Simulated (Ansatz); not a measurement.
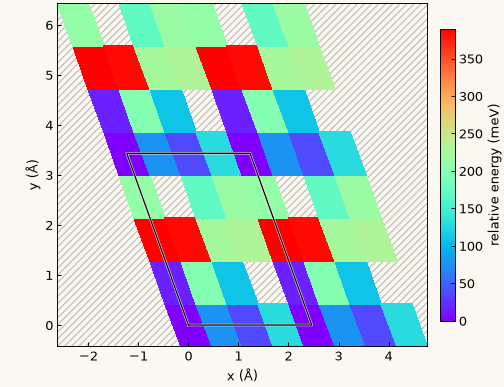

Energy landscape of O on a C(101) slab cut from the R-3m phase, its upper half relaxed before the scan (12 atoms of substrate and one adsorbate in a 2 × 1 cell). O is moved over the surface cell at a fixed height above a rigid substrate; the origin of the map has the adsorbate above C11; the height is held at 2.50 Å. Places are given modulo a cell vector. The map is drawn in real space over the plane of the surface. Grid: 4 × 4 points. At 2 points there is no value. Places are given in fractions of the 1 × 1 surface cell. Energies are in meV, from the lowest grid point. Energies and slopes of some neighbouring points disagree (a jump in structure or state, or too coarse a mesh). The magnetic moment jumps between some neighbouring points. At a fixed height the lowest place need not be the adsorption site. Computed with DFT PBE+D3(BJ), scalar-relativistic, plane waves, PAW in Ansatz 0.2.0. Settings: cutoff 420 eV, k-mesh 6×8×1, gaussian smearing 0.05 eV, spin-polarised.

Drawn: one coloured cell a grid point, the outline of one cell of the 2 × 2 shown, hatched blanks where no value was computed. 

> Where are the lowest and the highest points?

The lowest grid point is at the top site over a surface C atom, (0/4, 0/4) of the cell vectors. The highest grid point, the trough between two rows of top atoms, (0/4, 2/4) of the cell vectors, lies 390 meV above the lowest. At the lowest point the adsorbate has 1 C at 2.50 Å as nearest neighbours, at the highest 2 C at 3.09 Å.

The values on the grid:

| second ↓, first → | 0/4 | 1/4 | 2/4 | 3/4 |
| --- | --- | --- | --- | --- |
| 3/4 | 211 | – | 171 | 215 |
| 2/4 | 390 | 384 | 225 | 231 |
| 1/4 | 16 | 199 | 108 | – |
| 0/4 | 0 | 77 | 37 | 128 |

The input of one point:

```yaml
crystal:
  lattice:
    - [4.9299148963, 0.0, 0.0]
    - [-1.2324787241, 3.4327787819, 0.0]
    - [0.0, 0.0, 22.1276625031]
  atoms:
    - { symbol: C, position: [0.4018120009, 0.6072480036, 0.1807692068] }
    - { symbol: C, position: [0.9018120009, 0.6072480036, 0.1807692068] }
    - { symbol: C, position: [0.1626401228, 0.6505604911, 0.2122169989] }
    - { symbol: C, position: [0.6626401228, 0.6505604911, 0.2122169989] }
    - { symbol: C, position: [0.1840380627, 0.736152251, 0.2751465463] }
    - { symbol: C, position: [0.6840380627, 0.736152251, 0.2751465463] }
    - { symbol: C, position: [0.4447372308, 0.7789332711, 0.3057968183] }
    - { symbol: C, position: [0.9447372308, 0.7789332711, 0.3057968183] }
    - { symbol: C, position: [0.4674579551, 0.869788635, 0.3715806627] }
    - { symbol: C, position: [0.9674579551, 0.869788635, 0.3715806627] }
    - { symbol: C, position: [0.2271532874, 0.9085389204, 0.3989423872] }
    - { symbol: C, position: [0.7271532874, 0.9085389204, 0.3989423872] }
    - { symbol: O, position: [0.2271532874, 0.9085389204, 0.5119231415], spin: 2.0 }
basis:
  ecutwfc: 420
kpoints:
  mp_grid: { grid: [6, 8, 1] }
hamiltonian:
  xc: pbe
  pseudopotentials: { kind: paw, azcp: { folder: soft_1 } }
  dispersion: d3bj
scf:
  occupations: { method: gaussian, width: 0.05 }
output:
  forces: true
  eigenvalues: true
  populations: true
magnetization:
  spin_polarized: true
efield:
  axis: 3
  dipole_correction: true
  ramp_width: 0.04
```

Each point was launched as `ansatz run input.yaml --threads 2 --pin off --max-ram 6144MiB --backend cpu --events-out ev --progress --plain --runs-dir out`. Time for the 14 points that were run: 80 min on 2 threads of Arm Neoverse N1 (shared host).
